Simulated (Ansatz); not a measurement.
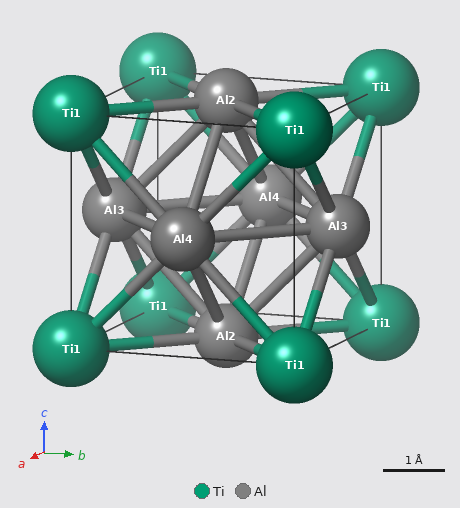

The starting point is a symmetric starting cell of TiAl3. The picture is a ball-and-stick view of the cell of the calculation, seen slightly off an axis.

Level of theory: Ansatz, DFT PBE, scalar-relativistic, plane waves, PAW. (plane-wave cutoff 420 eV; k-point mesh 10 × 10 × 10; occupations gaussian; smearing width 0.1 eV; no spin polarisation)

Now this is done to it. The cell is strained by +2.7 % along c and +5.7 % across it (volume +14.8 %) and the Al atoms are displaced by 0.09 Å relative to the cell: Al4 0.09 Å along −c. No relaxation follows. The starting cell wasn't computed here and needn't be at equilibrium, so pressure and forces aren't due to the change alone.

What does the calculation give for the changed structure?

Answer. Near-neighbour distances before and after: Al–Ti 2.797 → 2.855 to 2.976 Å, Al–Al 2.797 → 2.855 to 2.976 Å. The space group (tolerance 0.01 Å) goes from Pm-3m (No. 221) to P-4m2 (No. 115). The pressure is −9.6 GPa (not all of it need come from the change, since the unchanged cell can be under pressure at this level too). The principal stresses (compression positive) are −7.9 GPa along c and −10.4 GPa across it. The largest forces, 0.44 eV/Å, act on Al3 and Al4; on Al4 it points along +c. The forces point straight back along the displacements (cosine −1.00).

The changed structure in the same view:

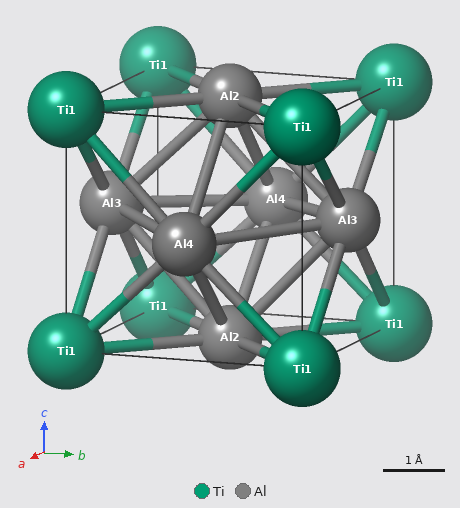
